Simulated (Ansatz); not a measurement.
# Mn$_{9}$Sb$_{8}$ (cell with a defect): what the fields show

Input

```
crystal:
  lattice:
    - [8.378, 0.0, 0.0]
    - [-4.189, 7.2555608329, 0.0]
    - [0.0, 0.0, 5.69]
  atoms:
    - { symbol: Mn, position: [0.0, 0.0, 0.0], spin: 3.5 }
    - { symbol: Mn, position: [0.0, 0.5, 0.0], spin: 3.5 }
    - { symbol: Mn, position: [0.5, 0.0, 0.0], spin: 3.5 }
    - { symbol: Mn, position: [0.5, 0.5, 0.0], spin: 3.5 }
    - { symbol: Mn, position: [0.0, 0.0, 0.5], spin: 3.5 }
    - { symbol: Mn, position: [0.0, 0.5, 0.5], spin: 3.5 }
    - { symbol: Mn, position: [0.5, 0.0, 0.5], spin: 3.5 }
    - { symbol: Mn, position: [0.5, 0.5, 0.5], spin: 3.5 }
    - { symbol: Mn, position: [0.1666666667, 0.3333333333, 0.75], spin: -3.0 }
    - { symbol: Sb, position: [0.1666666667, 0.3333333333, 0.25] }
    - { symbol: Sb, position: [0.1666666667, 0.8333333333, 0.25] }
    - { symbol: Sb, position: [0.6666666667, 0.3333333333, 0.25] }
    - { symbol: Sb, position: [0.6666666667, 0.8333333333, 0.25] }
    - { symbol: Sb, position: [0.3333333333, 0.1666666667, 0.75] }
    - { symbol: Sb, position: [0.3333333333, 0.6666666667, 0.75] }
    - { symbol: Sb, position: [0.8333333333, 0.1666666667, 0.75] }
    - { symbol: Sb, position: [0.8333333333, 0.6666666667, 0.75] }
magnetization:
  spin_polarized: true
scf:
  occupations: { method: gaussian, width: 0.05 }
output:
  forces: true
  stress: false
  populations: true
  write_density: true
  write_potential: true
  elf: true
  volumetric_format: npy
hamiltonian:
  hubbard: { sites: [{ species: Mn, l: d, u_eff: 2.0 }] }
  xc: pbe
relax:
  f_tol: 0.02
kpoints:
  mp_grid: { grid: [6, 6, 8] }
```

Run with:

```sh
ansatz run input.yaml --threads 4 --pin off --max-ram 12288MiB --backend cpu --events-out ev --progress --plain --runs-dir out
```

The fields are those of the relaxed geometry.

Hubbard U of 2 eV on Mn d only; spin-polarised.

All numbers below come from Ansatz 0.2.0, DFT PBE+U, scalar-relativistic, plane waves, PAW.

In a PAW calculation such maps are meaningful between the atoms, not at the nuclei.

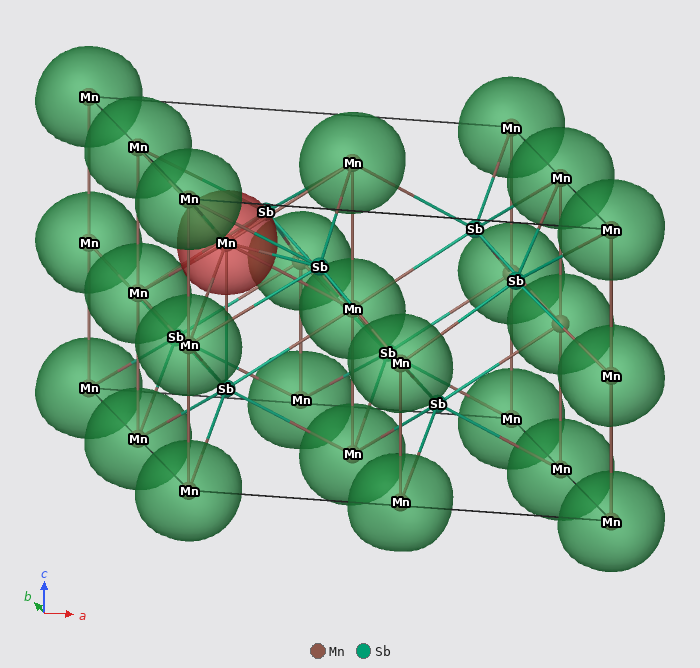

Figure 1. Isosurfaces of the spin density (up minus down) at +0.15 (green) and −0.15 e/Å³ (red), seen slightly off an axis. Sticks mark near contacts.

**Which atoms carry the moments, and with what signs?**

The spin density sits on Mn: +3.9 μB (×6), +3.7 μB (×2) and −3.5 μB in one cell of 17 atoms, with smaller moments on Sb (up to −0.15 μB): ferrimagnetic (opposed moments on unlike sites) in this solution. The cell of the calculation (17 atoms) carries 26.7 μB of net spin moment.

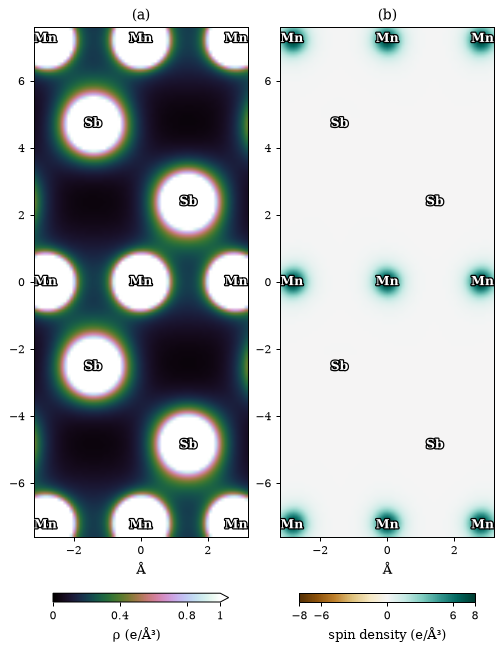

Figure 2. (a) valence charge density (pseudo); (b) spin density on the (110) plane of the calculation cell.

**Read the bonding off the picture.**

Atoms in the plane: Mn and Sb.
Mn–Sb (2.79 Å): ρ at the midpoint is about 0.31 e/Å³.
Mn–Mn (2.85 Å): ρ at the midpoint is about 0.2 e/Å³.
Mn–Sb (2.90 Å): ρ is about 0.26 e/Å³ halfway.
Between the atoms the lowest density in this plane is 0.03 e/Å³.

**Does the calculation make it a metal, or give it a gap?**

It is gapless in this calculation (a metal or semimetal).
